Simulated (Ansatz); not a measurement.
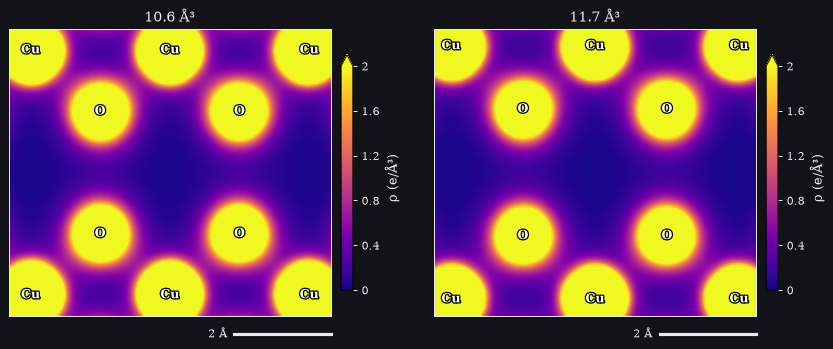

CuO. The valence charge density (pseudo) of cells scaled evenly to different volumes (given per atom above each panel), on the (100) plane of each (indices in the axes of the cell below), at one length scale and on one colour scale.

A structure from a database of computed crystals, not necessarily the ambient phase.

The calculation used Kohn-Sham DFT of a periodic cell, PBE, Ansatz PAW in Ansatz 0.2.0.

Core electrons are frozen (PAW), and the valence fields are smoothed inside the atomic spheres.

The largest cell:

```cif
data_structure
_symmetry_space_group_name_H-M 'P 1'
_symmetry_Int_Tables_number 1
_cell_length_a 2.9904
_cell_length_b 2.9904
_cell_length_c 5.2571
_cell_angle_alpha 90.000
_cell_angle_beta 90.000
_cell_angle_gamma 94.493
_cell_volume 46.87
loop_
_atom_site_label
_atom_site_type_symbol
_atom_site_fract_x
_atom_site_fract_y
_atom_site_fract_z
_atom_site_occupancy
Cu1 Cu 0.50000 0.00000 0.00000 1
Cu2 Cu 0.00000 0.50000 0.50000 1
O1 O 0.50000 0.50000 0.25000 1
O2 O 0.50000 0.50000 0.75000 1
```

| volume (Å³/atom) | Cu–O contact in the plane (Å) | ρ at its midpoint (e/Å³) | pressure (GPa) | 
| --- | --- | --- | --- |
| 10.61 | 1.926 | 0.687 | 8.5 | 
| 11.50 | 1.978 | ? | ? | 
| 11.72 | 1.991 | 0.589 | −6.6 | 

What values belong in the row with question marks?

Over the known rows ln ρ falls by 2.37 per Å of Cu–O distance (the line through the two), which gives 0.607 e/Å³ at 1.978 Å; the calculation gives 0.607 e/Å³. For the pressure, a straight line in volume between the neighbouring rows gives −3.6 GPa; the calculation gives −4.2, lower because pressure rises ever faster on compression.
